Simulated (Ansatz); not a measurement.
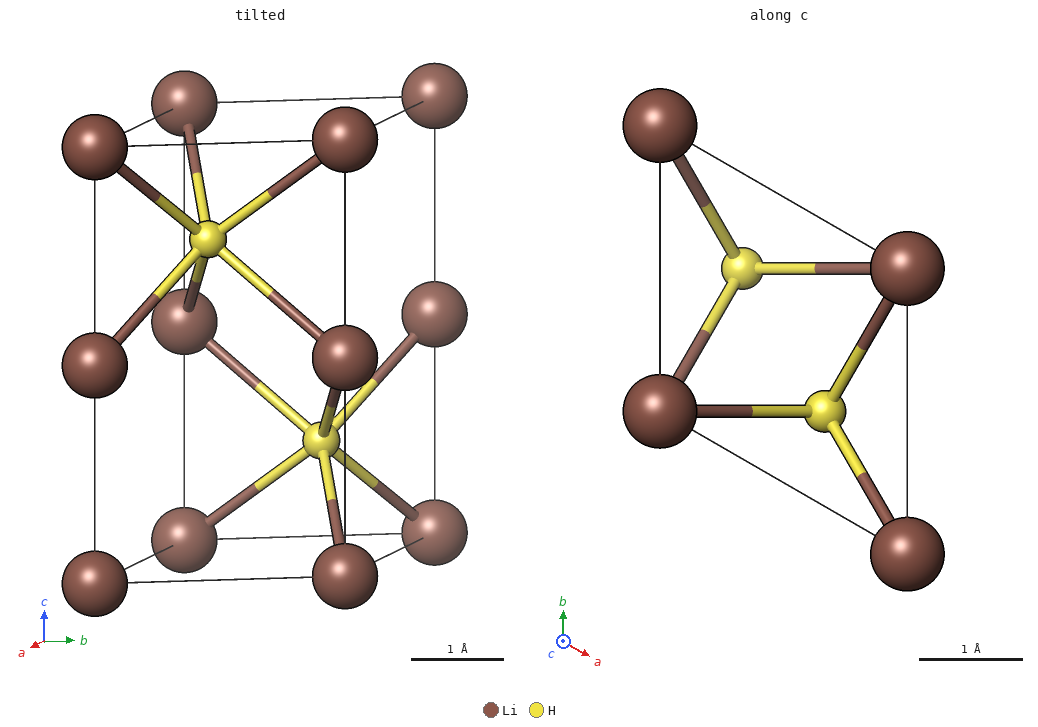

An orthographic ball-and-stick view of the structure, slightly off an axis and along the c axis. One conventional unit cell is framed, with atoms on its boundary repeated.

LiH, space group P6_3/mmc (No. 194), a = 2.78 Å, b = 2.78 Å, c = 4.87 Å, α = 90.00°, β = 90.00°, γ = 120.00°.

Calculation details: Ansatz 0.2.0, G0W0 on PBE, plane waves, PAW; E_cut = 420 eV, a 6×6×4 grid in reciprocal space, no spin polarisation.

> How large a gap does the method give, if there is one?

An insulator at this level, with a gap of 4.35 eV, indirect; the smallest direct gap is 4.95 eV.

Its origin is a structure type filled with these elements by a generator (whether the compound takes this form wasn't checked). Earlier steps of the study may have refined or changed the cell and positions. Ansatz was used for an electronic-structure calculation on it.
